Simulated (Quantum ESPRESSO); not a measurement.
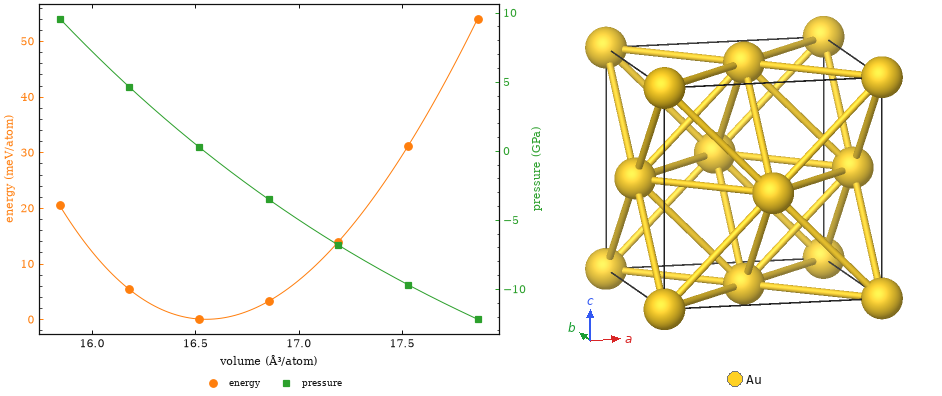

**Figure.** Energy and pressure against volume for Au, space group Fm-3m (No. 225). The conventional cell is drawn beside the plot.

A third-order Birch–Murnaghan fit gives V0 = 16.55 Å³/atom, B0 = 196 GPa and B′ = 5.6. The energy is 20.45 meV/atom at volume 15.84 Å³/atom and 53.99 meV/atom at 17.87 Å³/atom; the lowest computed point is at volume 16.52 Å³/atom (0.05 meV/atom). The pressure falls from 9.57 GPa at volume 15.84 Å³/atom to −12.20 GPa at 17.87 Å³/atom, and changes sign near 16.54 Å³/atom.

Method: plane-wave DFT, no spin polarisation; energies at scaled volumes of the given cell, shape and fractions fixed, counted from the fit's minimum, third-order Birch-Murnaghan fit (Quantum ESPRESSO 7.5). Level: LDA.

- k mesh: 11×11×11
- occupations: Fermi–Dirac
- smearing width: 0.05 eV
- potentials: GBRV 1.5 LDA
- wave cutoff: 612.3 eV
- density cutoff: 4898 eV

Cell as given: a = 2.878 Å, b = 2.878 Å, c = 2.878 Å, α = 60.00°, β = 60.00°, γ = 60.00°; 1 atom.

Limits of the calculation: spin-orbit coupling left out, heavy elements.
